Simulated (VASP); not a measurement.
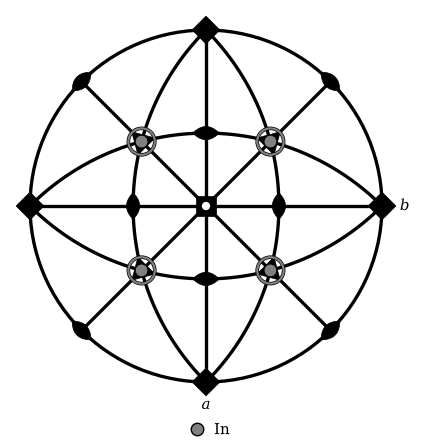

Crystal: InPd, the end point of a relaxation with VASP Kohn-Sham DFT of a periodic cell, PBE with D4, VASP PAW PBE potentials, recommended (VASP 6.6.1). Directions from one palladium atom at (1/2, 1/2, 1/2) to its bonded neighbours, in stereographic projection down c (filled: above the plane of the page or in it, open: below). All values are computed from the atomic coordinates in the standard setting (tolerance 0.002 Å).

Neighbours are counted up to 3.17 Å for In. The symmetry elements of the site are drawn in: heavy lines are mirror planes (a heavy rim: a mirror in the plane of the page); lens, triangle, square and hexagon are 2-, 3-, 4- and 6-fold axes, a lens in an open square is −4, a triangle in an open hexagon −6; thin dashed diameters join the ends of axes that lie in the page; a small open circle marks inversion.

```yaml
crystal:
  lattice:
    - [3.26771, 0.00000, 0.00000]
    - [0.00000, 3.26771, 0.00000]
    - [0.00000, 0.00000, 3.26771]
  atoms:
    - { symbol: In, position: [0.00000, 0.00000, 0.00000] }
    - { symbol: Pd, position: [0.50000, 0.50000, 0.50000] }
```

> How many neighbours are there, and at what angles?

8: 8 In at 2.83 Å. Angles between bonds: 71° (12×), 109° (12×), 180° (4×).

> What is the site's symmetry in the crystal?

Point group m-3m (Oh), order 48: three fourfold axes, four threefold axes, six twofold axes, nine mirror planes, an inversion centre. In No. 221, Pm-3m this is Wyckoff position 1b.
